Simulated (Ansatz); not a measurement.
Si$_{16}$N: geometry relaxation (part 2 of 3)

The same run, continued: Si$_{16}$N (defect cell, 17 atoms in the cell); DFT PBEsol, scalar-relativistic, plane waves, PAW, PAW set soft_1, spin-polarised (Ansatz 0.2.0); cutoff 420 eV, 2×2×2 k-mesh, Gaussian smearing of 0.02 eV, collinear spins. It belongs to a series of runs on one base structure; here: end point A relaxed.

Geometry of the input (Å; fractional positions):
```
0.0000  5.4300  5.4300
5.4300  0.0000  5.4300
5.4300  5.4300  0.0000
Si 0.0000  0.0000  0.0000
Si 0.1250  0.1250  0.1250
Si -0.0000  0.0000  0.5000
Si 0.1250  0.1250  0.6250
Si -0.0000  0.5000  0.0000
Si 0.1250  0.6250  0.1250
Si -0.0000  0.5000  0.5000
Si 0.1250  0.6250  0.6250
Si 0.5000  -0.0000  0.0000
Si 0.6250  0.1250  0.1250
Si 0.5000  0.0000  0.5000
Si 0.6250  0.1250  0.6250
Si 0.5000  0.5000  0.0000
Si 0.6250  0.6250  0.1250
Si 0.5000  0.5000  0.5000
Si 0.6250  0.6250  0.6250
N  0.8055  0.8204  0.5661
```

**The program's output, continued**
```
relax step   6: F+E_penalty+E_count = -10319.12818550 eV  Δ(F+E_penalty+E_count) = -2.346e-1 eV  max|allowed force component| = 3.075e0 eV/Å  Δτ_max = 0.1941 Å  (8 SCF iters, dr2 threshold 1.00e-4 eV, accepted)
preconditioner: auto → Kerker (q_TF=auto, 2.112 Å⁻¹)  [metal: Δε(μ)=0.008 eV  Ē_g=8.285 eV  σ=0.020 eV  W_gap=0.21  n_scr=58 (ndim 8)  ℏωp=17.2 eV  f_vac=0.000  D(μ)=9.38/eV (n_scr^D=58)]
spin=Collinear: Kerker preconditioning applied to the charge; magnetization (m = ρ↑ − ρ↓) channel mixes plain (no charge-response kernel on spin).
preconditioner: auto → Resta (q_TF=auto, 2.112 Å⁻¹)  ε∞=5.3  [insulator: Δε(μ)=0.021 eV  Ē_g=8.283 eV  σ=0.020 eV  W_gap=0.52  n_scr=58 (ndim 8)  ℏωp=17.2 eV  f_vac=0.000  D(μ)=7.56/eV (n_scr^D=58)  ε∞_Penn≈5.3]
spin=Collinear: Resta preconditioning applied to the charge; magnetization (m = ρ↑ − ρ↓) channel mixes plain (no charge-response kernel on spin).
the starting moments were not kept: the SCF closed with an absolute magnetisation of 6.9e-4 μB, where they sum to 1 μB in size (1 site). That is at most 0.1 of that sum. Measured as dr2_m measures the in/out step, that magnetisation stands 2.8e-8 eV from none, at or under the dr2_threshold of 1.0e-4 eV: it is no larger than a step whose dr2_m would equal this threshold.
  greatest PAW one-centre occupation: 0.814 electrons in one spin orbital (limit 2), on the N atom at site 16 (counted from 0), in its partial waves of l = 0
relax step   7: F+E_penalty+E_count = -10319.52146136 eV  Δ(F+E_penalty+E_count) = -3.933e-1 eV  max|allowed force component| = 9.127e-1 eV/Å  Δτ_max = 0.1986 Å  (9 SCF iters, dr2 threshold 1.00e-4 eV, accepted)
preconditioner: auto → Kerker (q_TF=auto, 2.112 Å⁻¹)  [metal: Δε(μ)=0.011 eV  Ē_g=8.295 eV  σ=0.020 eV  W_gap=0.28  n_scr=58 (ndim 8)  ℏωp=17.2 eV  f_vac=0.000  D(μ)=17.66/eV (n_scr^D=168)]
spin=Collinear: Kerker preconditioning applied to the charge; magnetization (m = ρ↑ − ρ↓) channel mixes plain (no charge-response kernel on spin).
the starting moments were not kept: the SCF closed with an absolute magnetisation of 1.1e-3 μB, where they sum to 1 μB in size (1 site). That is at most 0.1 of that sum. Measured as dr2_m measures the in/out step, that magnetisation stands 7.3e-8 eV from none, at or under the dr2_threshold of 7.3e-5 eV: it is no larger than a step whose dr2_m would equal this threshold.
The SCF converged. Along the directions that its mixing steps explored, a Ritz value of the dielectric operator 1 − χ₀K read negative at each of the last 4 readings (its real part and the size of its imaginary part sum to between -0.28 and -0.12).
  greatest PAW one-centre occupation: 0.807 electrons in one spin orbital (limit 2), on the N atom at site 16 (counted from 0), in its partial waves of l = 0
relax step   8: F+E_penalty+E_count = -10319.68284013 eV  Δ(F+E_penalty+E_count) = -1.614e-1 eV  max|allowed force component| = 5.923e-1 eV/Å  Δτ_max = 0.2000 Å  (12 SCF iters, dr2 threshold 7.34e-5 eV, accepted)
preconditioner: auto → Resta (q_TF=auto, 2.112 Å⁻¹)  ε∞=5.3  [insulator: Δε(μ)=0.046 eV  Ē_g=8.273 eV  σ=0.020 eV  W_gap=0.90  n_scr=58 (ndim 8)  ℏωp=17.2 eV  f_vac=0.000  D(μ)=2.76/eV (n_scr^D=14)  ε∞_Penn≈5.3]
spin=Collinear: Resta preconditioning applied to the charge; magnetization (m = ρ↑ − ρ↓) channel mixes plain (no charge-response kernel on spin).
the starting moments were not kept: the SCF closed with an absolute magnetisation of 3.9e-5 μB, where they sum to 1 μB in size (1 site). That is at most 0.1 of that sum. Measured as dr2_m measures the in/out step, that magnetisation stands 8.4e-11 eV from none, at or under the dr2_threshold of 1.0e-7 eV: it is no larger than a step whose dr2_m would equal this threshold.
relax step   9: F+E_penalty+E_count = -10319.73923749 eV  Δ(F+E_penalty+E_count) = -5.640e-2 eV  max|allowed force component| = 3.989e-1 eV/Å  Δτ_max = 0.1273 Å  (12 SCF iters, accepted)
preconditioner: auto → Kerker (q_TF=auto, 2.112 Å⁻¹)  [metal: Δε(μ)=0.010 eV  Ē_g=8.282 eV  σ=0.020 eV  W_gap=0.28  n_scr=58 (ndim 8)  ℏωp=17.2 eV  f_vac=0.000  D(μ)=12.58/eV (n_scr^D=112)]
spin=Collinear: Kerker preconditioning applied to the charge; magnetization (m = ρ↑ − ρ↓) channel mixes plain (no charge-response kernel on spin).
the starting moments were not kept: the SCF closed with an absolute magnetisation of 8.2e-5 μB, where they sum to 1 μB in size (1 site). That is at most 0.1 of that sum. Measured as dr2_m measures the in/out step, that magnetisation stands 2.3e-10 eV from none, at or under the dr2_threshold of 1.0e-7 eV: it is no larger than a step whose dr2_m would equal this threshold.
The SCF converged. Along the directions that its mixing steps explored, a Ritz value of the dielectric operator 1 − χ₀K read negative at each of the last 4 readings (its real part and the size of its imaginary part sum to between -0.25 and -0.24).
  greatest PAW one-centre occupation: 0.801 electrons in one spin orbital (limit 2), on the N atom at site 16 (counted from 0), in its partial waves of l = 0
relax step  10: F+E_penalty+E_count = -10319.74305243 eV  Δ(F+E_penalty+E_count) = -3.815e-3 eV  max|allowed force component| = 1.001e0 eV/Å  Δτ_max = 0.1948 Å  (20 SCF iters, accepted)
preconditioner: auto → Resta (q_TF=auto, 2.112 Å⁻¹)  ε∞=5.3  [insulator: Δε(μ)=0.039 eV  Ē_g=8.281 eV  σ=0.020 eV  W_gap=0.83  n_scr=58 (ndim 8)  ℏωp=17.2 eV  f_vac=0.000  D(μ)=4.29/eV (n_scr^D=14)  ε∞_Penn≈5.3]
spin=Collinear: Resta preconditioning applied to the charge; magnetization (m = ρ↑ − ρ↓) channel mixes plain (no charge-response kernel on spin).
  greatest PAW one-centre occupation: 0.803 electrons in one spin orbital (limit 2), on the N atom at site 16 (counted from 0), in its partial waves of l = 0
relax step  11: F+E_penalty+E_count = -10319.81984783 eV  Δ(F+E_penalty+E_count) = -7.680e-2 eV  max|allowed force component| = 1.817e-1 eV/Å  Δτ_max = 0.1026 Å  (16 SCF iters, accepted)
preconditioner: auto → Kerker (q_TF=auto, 2.112 Å⁻¹)  [metal: Δε(μ)=0.004 eV  Ē_g=8.253 eV  σ=0.020 eV  W_gap=0.12  n_scr=58 (ndim 8)  ℏωp=17.2 eV  f_vac=0.000  D(μ)=6.98/eV (n_scr^D=50)]
spin=Collinear: Kerker preconditioning applied to the charge; magnetization (m = ρ↑ − ρ↓) channel mixes plain (no charge-response kernel on spin).
relax step  12: F+E_penalty+E_count = -10319.87001011 eV  Δ(F+E_penalty+E_count) = -5.016e-2 eV  max|allowed force component| = 3.918e-1 eV/Å  Δτ_max = 0.2000 Å  (10 SCF iters, accepted)
preconditioner: auto → Kerker (q_TF=auto, 2.112 Å⁻¹)  [metal: Δε(μ)=0.017 eV  Ē_g=8.255 eV  σ=0.020 eV  W_gap=0.46  n_scr=58 (ndim 8)  ℏωp=17.2 eV  f_vac=0.000  D(μ)=6.03/eV (n_scr^D=26)]
spin=Collinear: Kerker preconditioning applied to the charge; magnetization (m = ρ↑ − ρ↓) channel mixes plain (no charge-response kernel on spin).
the starting moments were not kept: the SCF closed with an absolute magnetisation of 1.1e-5 μB, where they sum to 1 μB in size (1 site). That is at most 0.1 of that sum. Measured as dr2_m measures the in/out step, that magnetisation stands 3.9e-12 eV from none, at or under the dr2_threshold of 1.0e-7 eV: it is no larger than a step whose dr2_m would equal this threshold.
  greatest PAW one-centre occupation: 0.802 electrons in one spin orbital (limit 2), on the N atom at site 16 (counted from 0), in its partial waves of l = 0
relax step  13: F+E_penalty+E_count = -10319.89062439 eV  Δ(F+E_penalty+E_count) = -2.061e-2 eV  max|allowed force component| = 3.195e-1 eV/Å  Δτ_max = 0.0783 Å  (10 SCF iters, accepted)
preconditioner: auto → Kerker (q_TF=auto, 2.112 Å⁻¹)  [metal: Δε(μ)=0.001 eV  Ē_g=8.262 eV  σ=0.020 eV  W_gap=0.03  n_scr=58 (ndim 8)  ℏωp=17.2 eV  f_vac=0.000  D(μ)=14.07/eV (n_scr^D=112)]
spin=Collinear: Kerker preconditioning applied to the charge; magnetization (m = ρ↑ − ρ↓) channel mixes plain (no charge-response kernel on spin).
the starting moments were not kept: the SCF closed with an absolute magnetisation of 1.8e-4 μB, where they sum to 1 μB in size (1 site). That is at most 0.1 of that sum. Measured as dr2_m measures the in/out step, that magnetisation stands 1.7e-9 eV from none, at or under the dr2_threshold of 1.0e-7 eV: it is no larger than a step whose dr2_m would equal this threshold.
The SCF converged. Along the directions that its mixing steps explored, a Ritz value of the dielectric operator 1 − χ₀K read negative at each of the last 4 readings (its real part and the size of its imaginary part sum to between -0.073 and -0.058).
relax step  14: F+E_penalty+E_count = -10319.89481488 eV  Δ(F+E_penalty+E_count) = -4.190e-3 eV  max|allowed force component| = 3.191e-1 eV/Å  Δτ_max = 0.0913 Å  (19 SCF iters, accepted)
preconditioner: auto → Resta (q_TF=auto, 2.112 Å⁻¹)  ε∞=5.3  [insulator: Δε(μ)=0.024 eV  Ē_g=8.268 eV  σ=0.020 eV  W_gap=0.60  n_scr=58 (ndim 8)  ℏωp=17.2 eV  f_vac=0.000  D(μ)=9.54/eV (n_scr^D=64)  ε∞_Penn≈5.3]
spin=Collinear: Resta preconditioning applied to the charge; magnetization (m = ρ↑ − ρ↓) channel mixes plain (no charge-response kernel on spin).
preconditioner: auto → Kerker (q_TF=auto, 2.112 Å⁻¹)  [metal: Δε(μ)=0.010 eV  Ē_g=8.266 eV  σ=0.020 eV  W_gap=0.28  n_scr=58 (ndim 8)  ℏωp=17.2 eV  f_vac=0.000  D(μ)=12.91/eV (n_scr^D=112)]
spin=Collinear: Kerker preconditioning applied to the charge; magnetization (m = ρ↑ − ρ↓) channel mixes plain (no charge-response kernel on spin).
the starting moments were not kept: the SCF closed with an absolute magnetisation of 1.2e-5 μB, where they sum to 1 μB in size (1 site). That is at most 0.1 of that sum. Measured as dr2_m measures the in/out step, that magnetisation stands 6.3e-12 eV from none, at or under the dr2_threshold of 1.0e-7 eV: it is no larger than a step whose dr2_m would equal this threshold.
The SCF converged. Along the directions that its mixing steps explored, a Ritz value of the dielectric operator 1 − χ₀K read negative at each of the last 4 readings (its real part and the size of its imaginary part sum to between -0.62 and -0.32).
relax step  15: F+E_penalty+E_count = -10319.91165868 eV  Δ(F+E_penalty+E_count) = -1.684e-2 eV  max|allowed force component| = 1.651e-1 eV/Å  Δτ_max = 0.0818 Å  (18 SCF iters, accepted)
preconditioner: auto → Resta (q_TF=auto, 2.112 Å⁻¹)  ε∞=5.3  [insulator: Δε(μ)=0.047 eV  Ē_g=8.268 eV  σ=0.020 eV  W_gap=0.90  n_scr=58 (ndim 8)  ℏωp=17.2 eV  f_vac=0.000  D(μ)=3.05/eV (n_scr^D=14)  ε∞_Penn≈5.3]
spin=Collinear: Resta preconditioning applied to the charge; magnetization (m = ρ↑ − ρ↓) channel mixes plain (no charge-response kernel on spin).
the starting moments were not kept: the SCF closed with an absolute magnetisation of 2.8e-5 μB, where they sum to 1 μB in size (1 site). That is at most 0.1 of that sum. Measured as dr2_m measures the in/out step, that magnetisation stands 4.5e-11 eV from none, at or under the dr2_threshold of 1.0e-7 eV: it is no larger than a step whose dr2_m would equal this threshold.
  greatest PAW one-centre occupation: 0.804 electrons in one spin orbital (limit 2), on the N atom at site 16 (counted from 0), in its partial waves of l = 0
relax step  16: F+E_penalty+E_count = -10319.92450661 eV  Δ(F+E_penalty+E_count) = -1.285e-2 eV  max|allowed force component| = 1.039e-1 eV/Å  Δτ_max = 0.0441 Å  (12 SCF iters, accepted)
preconditioner: auto → Resta (q_TF=auto, 2.112 Å⁻¹)  ε∞=5.4  [insulator: Δε(μ)=0.114 eV  Ē_g=8.255 eV  σ=0.020 eV  W_gap=1.00  n_scr=58 (ndim 8)  ℏωp=17.2 eV  f_vac=0.000  D(μ)=0.00/eV (n_scr^D=0)  ε∞_Penn≈5.4]
spin=Collinear: Resta preconditioning applied to the charge; magnetization (m = ρ↑ − ρ↓) channel mixes plain (no charge-response kernel on spin).
the starting moments were not kept: the SCF closed with an absolute magnetisation of 2.7e-6 μB, where they sum to 1 μB in size (1 site). That is at most 0.1 of that sum. Measured as dr2_m measures the in/out step, that magnetisation stands 1.2e-12 eV from none, at or under the dr2_threshold of 1.0e-7 eV: it is no larger than a step whose dr2_m would equal this threshold.
  greatest PAW one-centre occupation: 0.805 electrons in one spin orbital (limit 2), on the N atom at site 16 (counted from 0), in its partial waves of l = 0
relax step  17: F+E_penalty+E_count = -10319.91247683 eV  Δ(F+E_penalty+E_count) = +1.203e-2 eV  max|allowed force component| = 3.048e-1 eV/Å  Δτ_max = 0.0781 Å  (8 SCF iters, rejected (line search))
preconditioner: auto → Resta (q_TF=auto, 2.112 Å⁻¹)  ε∞=5.3  [insulator: Δε(μ)=0.067 eV  Ē_g=8.268 eV  σ=0.020 eV  W_gap=0.98  n_scr=58 (ndim 8)  ℏωp=17.2 eV  f_vac=0.000  D(μ)=0.74/eV (n_scr^D=0)  ε∞_Penn≈5.3]
spin=Collinear: Resta preconditioning applied to the charge; magnetization (m = ρ↑ − ρ↓) channel mixes plain (no charge-response kernel on spin).
the starting moments were not kept: the SCF closed with an absolute magnetisation of 3.0e-6 μB, where they sum to 1 μB in size (1 site). That is at most 0.1 of that sum. Measured as dr2_m measures the in/out step, that magnetisation stands 1.2e-12 eV from none, at or under the dr2_threshold of 1.0e-7 eV: it is no larger than a step whose dr2_m would equal this threshold.
relax step  18: F+E_penalty+E_count = -10319.93032630 eV  Δ(F+E_penalty+E_count) = -5.820e-3 eV  max|allowed force component| = 2.595e-2 eV/Å  Δτ_max = 0.0323 Å  (8 SCF iters, accepted)
```

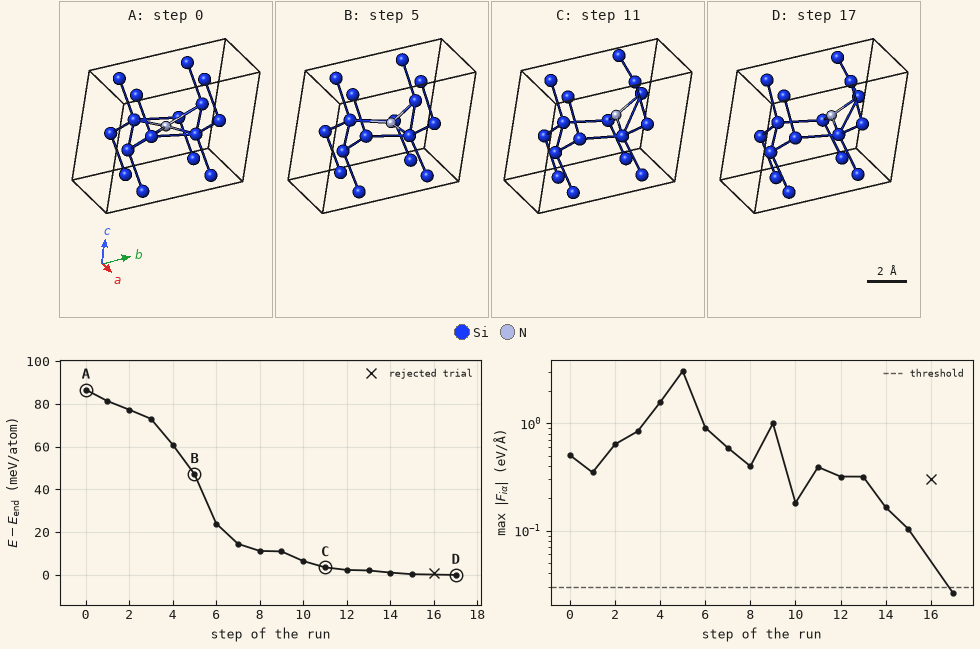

**Figure 1.** Frames of the relaxation (ball-and-stick view of the cell of the calculation (origin shifted), seen slightly off an axis) above the curves, on which the letters mark them (the first geometry is step 0 here and step 1 in the log).

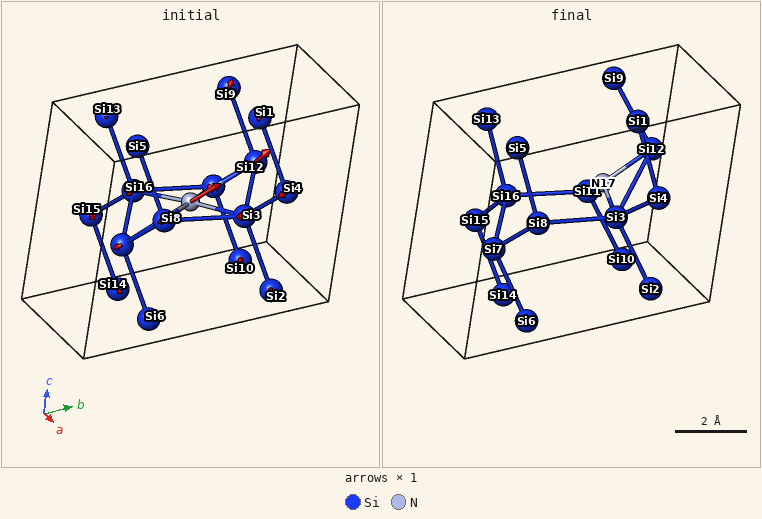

**Figure 2.** Before (left) and after (right) the relaxation, at one scale (ball-and-stick view of the cell of the calculation (origin shifted), seen slightly off an axis). The red arrows give the displacements, at true length. The atom that moves furthest is N17 (1.06 Å). Largest moves by element: N 1.06 Å, Si 0.69 Å. The lattice vectors keep their values. Among the contacts that change: Si7–N17 2.315 → 3.658 Å, Si16–N17 2.269 → 3.122 Å, Si8–N17 2.286 → 3.077 Å, Si11–Si12 2.351 → 3.012 Å. Bonds break: Si11–Si12 (2.35 → 3.01 Å). Among the angles that change: Si11–N17–Si12 64.5° → 118.6°, Si16–Si11–N17 59.5° → 98.1°, Si8–Si3–N17 59.7° → 94.5°. Over 17 geometry steps the energy falls by 86.7 meV per atom. The largest force component goes from 0.51 to 0.026 eV/Å. The line search rejected the trial step at point 16 (counted from 0) and went back. (Atoms are counted from 1 in the order of the input.)

```
NSCF: frozen V_eff on 8 k-points
the band table was solved once a step of the walk had ended and its energy, with any forces and stress, was formed, with the checks that follow a solve (5558 applications of the Hamiltonian). They found nothing against the state; the energy, forces and stress were not computed again (output.eigenvalues in the input reference)
Magnetization: 0.0000 μB (34.5000 up, 34.5000 down)
Absolute magnetization: 0.0000 μB (∫|ρ↑−ρ↓|, with the PAW one-centre terms)
Spin contamination: 0.0000 ħ² per cell (⟨S²⟩ above its minimum at these occupations)
Per-site moments (μB) at R_I (Å): [(-1.3444014416501705e-8, 0.9678851073812217), (2.262440895711416e-8, 0.9646212885543897), (1.8707262152327686e-8, 0.7577440776927534), (-1.4374540954011515e-8, 0.969294750656352), (-2.418791065319457e-9, 0.9657614010457612), (3.2886867828720264e-10, 0.9676261466611524), (-1.1478197417782584e-8, 0.9696147725062967), (-4.511017143544012e-8, 0.9526536380157845), (-4.6276426047386e-8, 0.9530756643014467), (8.372188723539111e-9, 0.951797299749868), (6.727313884097732e-8, 0.7304794110637691), (5.5622312771998805e-8, 0.7140691439336959), (-7.568170716922038e-9, 0.9676261466611524), (-1.4726133497622597e-8, 0.9671056069557109), (1.943837290683666e-9, 0.9392258515140883), (-3.9650963653247684e-8, 0.9618011081465199), (-2.653210067565752e-7, 0.7140691439336959)]
Free energy (F): -10319.930326 eV
Harris-Foulkes:  -10319.930326 eV  (|F-HF|=1.07e-10)
Internal energy: -10319.930202 eV  (E = F + TS)
E sigma→0 (E₀):  -10319.930264 eV
Entropy (-TS):   -0.000124 eV (-0.007 meV/atom)
Fermi energy:    6.564218 eV
--- Per-component energies (eV) ---
[...]
  E_band       = 72.971337
  E_kinetic    = 785.304684
  E_local      = -747.029417  (includes V_loc(G=0)·N_el)
  E_nonlocal   = 401.350702
  E_hartree    = 260.284374
  E_xc         = -954.383504
  E_vxc        = -840.976176  (∫ρ·V_xc dr)
  E_paw        = -8087.606810  (= ΣΔE_a)
  E_vpaw       = -46.248626  (= ΣTr[D̂ρ^β])
  E_aug_tail   = 0.001430  (compensation charges beyond the density's cutoff)
  E_ewald      = -1978.384730
  E_core_change = 0.533070  (= ΣΔE_core)
  E_smearing   = -0.000124  (= −TS)
  E_closure    = -0.000000  (closes the sum)
  Σ components = -10319.930326   (vs F -10319.930326, Δ=0.00e0)
```
